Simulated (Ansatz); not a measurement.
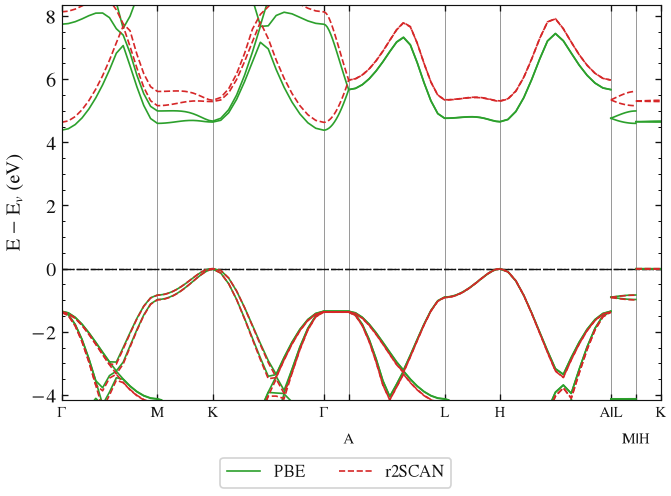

Band structures of BN, space group P-6m2, 4 atoms in the cell, by two methods on the same cell. Each is counted from its own valence-band top.

How do the methods compare?

PBE gives a gap of 4.39 eV along the path and r2SCAN gives a gap of 4.63 eV along the path. Over the top 3 filled bands the two differ by 0.06 eV on average.

Settings. PBE: DFT PBE, scalar-relativistic, plane waves, PAW, no spin polarisation, 12×12×4 k mesh, 420 eV cutoff, Gaussian smearing of 0.02 eV (Ansatz). r2SCAN: DFT r2SCAN, scalar-relativistic, plane waves, PAW, no spin polarisation, 12×12×4 k mesh, 500 eV cutoff (Ansatz).

The starting guess was a poor one.
